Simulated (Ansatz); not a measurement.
System: SiNi₂, space group P6_3/mmc (No. 194).

Starting cell:
```yaml
crystal:
  lattice:
    - [3.86846, 0.00000, 0.00000]
    - [-1.93423, 3.35019, 0.00000]
    - [0.00000, 0.00000, 4.91699]
  atoms:
    - { symbol: Si, position: [0.33333, 0.66667, 0.75000] }
    - { symbol: Si, position: [0.66667, 0.33333, 0.25000] }
    - { symbol: Ni, position: [0.00000, 0.00000, 0.00000] }
    - { symbol: Ni, position: [0.00000, 0.00000, 0.50000] }
    - { symbol: Ni, position: [0.33333, 0.66667, 0.25000] }
    - { symbol: Ni, position: [0.66667, 0.33333, 0.75000] }
```

Calculation (Ansatz 0.2.0): energy, stress and cell of a relaxed crystal along a series of strains, atoms and what the cell freedom names relaxed within the symmetry; plane waves with PAW datasets, Γ-centred k mesh; energies extrapolated to zero smearing. Level: PBEsol, no spin polarisation.

| setting | value |
| --- | --- |
| wave cutoff | 420 eV |
| k mesh | 12×12×8 |
| occupations | Gaussian |
| smearing width | 0.1 eV |
| strain kind | isotropic |
| cell freedom | cell held, all vectors scaled |

Predict the energy change against strain. The strain takes the values −6, −4, −2, 0, 2, 4, 6 %.

The energy rises on both sides of the starting structure, which is therefore a minimum along this path. The energy change is 306 meV/atom at strain −6 % and 199 meV/atom at 6 %; the lowest computed point is at strain 0 % (0 meV/atom), and no other minimum shows. The solid is metallic at every point.

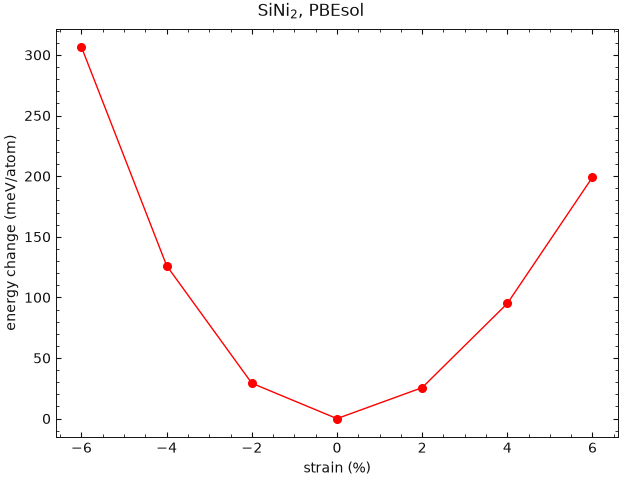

Note: far from the equilibrium volume; no spin polarisation, a magnetic state may lie lower.
